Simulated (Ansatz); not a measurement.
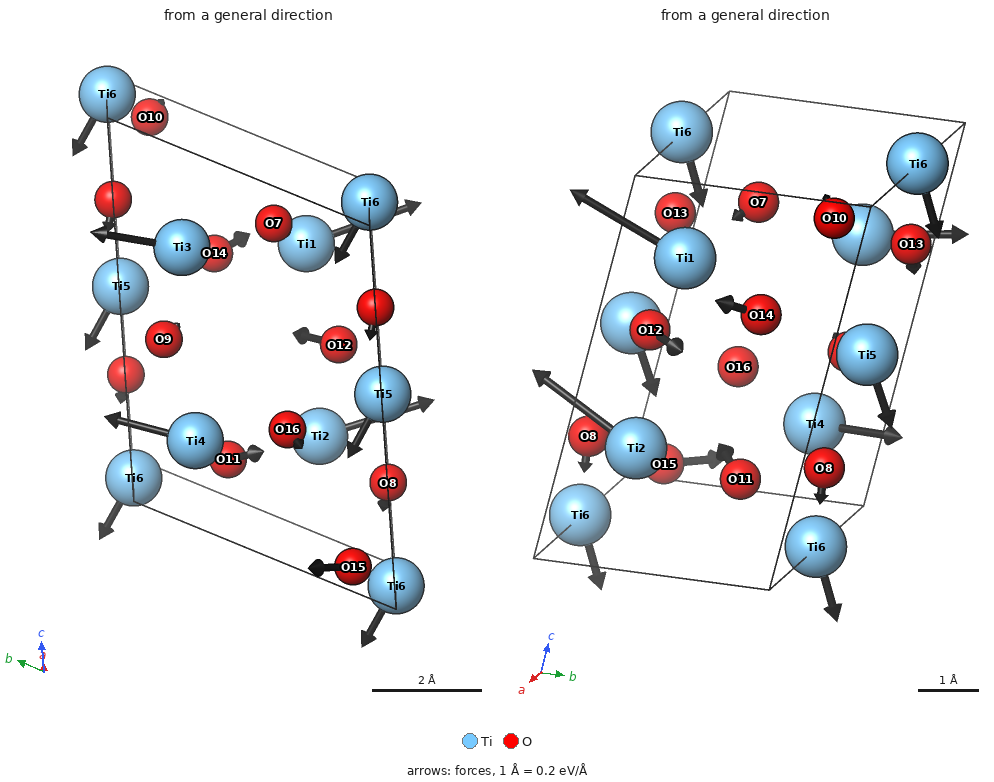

The crystal in a spheres-only representation, seen from two general directions. The simulation cell is drawn as a box. The arrows are the computed forces on the atoms.

System: Ti₃O₅. The calculation used DFT PBEsol, scalar-relativistic, plane waves, PAW in Ansatz, with wavefunction cutoff 420 eV, Brillouin-zone sampling on an 8×8×6 mesh, Gaussian smearing of 0.1 eV, no spin polarisation.

Do the forces show a relaxed structure?

Answer. No. The atoms still feel forces of up to about 0.36 eV/Å, far above a usual threshold of 0.01 to 0.03 eV/Å.

Which atom has the biggest force on it?

Answer. Ti1 and Ti2, about 0.36 eV/Å.

It goes back to a structure listed in the Materials Project. Earlier steps of the study, as a rule a relaxation of our own, may have changed the cell and positions, so they can lie some per cent off the listed ones. An electronic-structure calculation with Ansatz was run on it.
